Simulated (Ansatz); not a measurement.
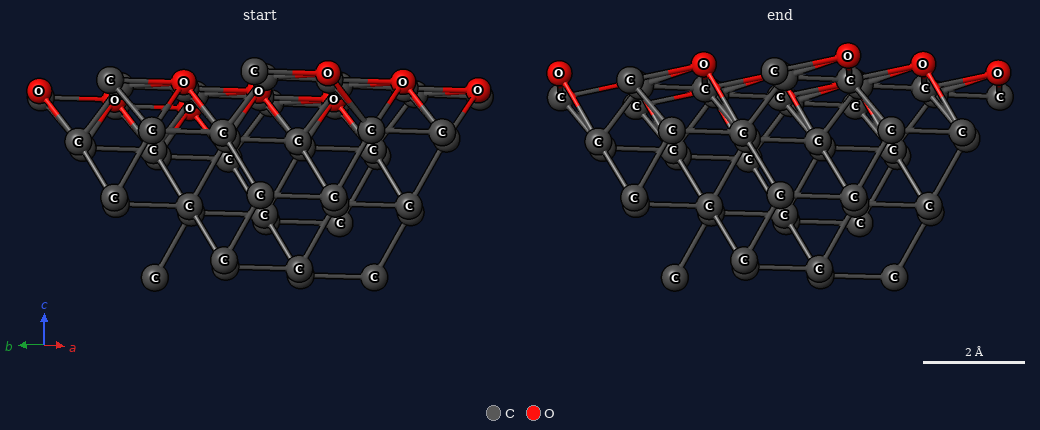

The structure of a slab of composition C12O (cut from the Fd-3m phase) before (left) and after (right) a constrained relaxation, at one scale.

Style: ball-and-stick. Shown: the atoms within 5.0 Å of the atom that moves most (axes of the 3 × 2 repeat of the cell, outlined in the plane, without the vacuum), from a free direction.

Case: O over the place (2/4, 3/4) of the surface cell, its height relaxed. The slab is the (1 1 0) face of C with O on it. 12 atoms are held fixed.

Level of theory: DFT PBEsol, scalar-relativistic, plane waves, PAW in Ansatz 0.2.0. Set-up: plane-wave cutoff 420 eV; k-point mesh 11 × 8 × 1; occupations gaussian; smearing width 0.05 eV; collinear spin; dipole correction; atoms relaxed in a fixed cell; force threshold 0.02 eV/Å; at most 25 steps.

> Describe what moved and what it gained.

The run was cut off at its time limit before the relaxation converged, so the last structure is only a point on the way. The largest move is that of the O atom, 0.35 Å along the normal (+c). C stays in place. The lattice vectors keep their values. Some distances before and after: C–O 1.425 → 1.702 Å, C–O 1.646 → 1.890 Å, C–O 1.539 → 1.578 Å, C–O 1.566 → 1.605 Å. Bond angles that change, for instance: C–O–C 132.3° → 111.7°, C–O–C 112.9° → 97.7°, C–C–O 134.3° → 146.9°. Over 2 geometry steps the energy falls by 5.398 eV per cell of the calculation. Largest force component: 16 eV/Å at the start, 14 eV/Å at the end. The program noted that the starting moments weren't kept. The run took 2.7 min on 2 threads of Arm Neoverse V2 (shared host), peak memory 0.71 GiB.

Limits of the set-up: the periodic images lie only 2.5 Å apart, so the values are limited by the cell's size.
